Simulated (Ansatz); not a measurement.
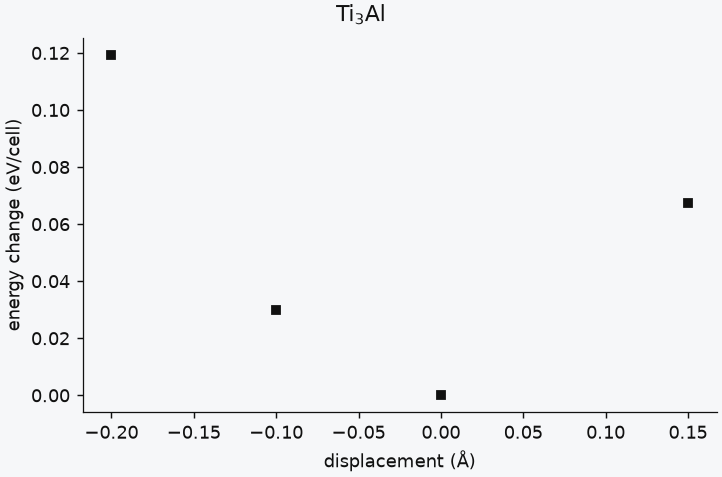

The plot gives the computed energy change against displacement for Ti₃Al, space group Fm-3m (No. 225).

Structure:
```
CELL_PARAMETERS angstrom
0.00000 3.19152 3.19152
3.19152 0.00000 3.19152
3.19152 3.19152 0.00000
ATOMIC_POSITIONS crystal
Ti 0.75000 0.75000 0.75000
Ti 0.25000 0.25000 0.25000
Ti 0.00000 0.00000 0.00000
Al 0.50000 0.50000 0.50000
```

Computed with Ansatz 0.2.0: one atom of a crystal moved along a line, all else fixed, by plane-wave density functional theory with PAW datasets, free energies less that of the undisturbed cell, pressure positive in compression; scalar-relativistic. Level: PBEsol, collinear spin.

- wave cutoff: 420 eV
- k mesh: 14×14×14
- occupations: Gaussian
- smearing width: 0.15 eV
- k shift: (0, 0, 0) (mesh steps)
- start: relaxed
- moved atom: 1
- direction: (0, 0, −1) (Cartesian unit vector)

From this curve and the settings, what does the calculation give for the force along the direction (sum over moved atoms), pressure and total moment at the same points?

The force along the direction (sum over moved atoms) falls from 1.18 eV/Å at displacement −0.20 Å to −0.90 eV/Å at 0.15 Å, and changes sign near 0.00 Å. The pressure goes from 0.692 GPa at displacement −0.20 Å to 0.413 GPa at 0.15 Å, not monotonically, with a low of 0.044 GPa at 0.00 Å. The total moment goes from 1.525 μB/cell at displacement −0.20 Å to 1.596 μB/cell at 0.15 Å, not monotonically, with a high of 1.676 μB/cell at 0.00 Å.

| displacement (Å) | force along the direction (sum over moved atoms) (eV/Å) | pressure (GPa) | total moment (μB/cell) |
| --- | --- | --- | --- |
| −0.20 | 1.18 | 0.692 | 1.525 |
| −0.10 | 0.60 | 0.210 | 1.642 |
| 0.00 | 0.00 | 0.044 | 1.676 |
| 0.15 | −0.90 | 0.413 | 1.596 |

Caveats: state may not be the lowest.
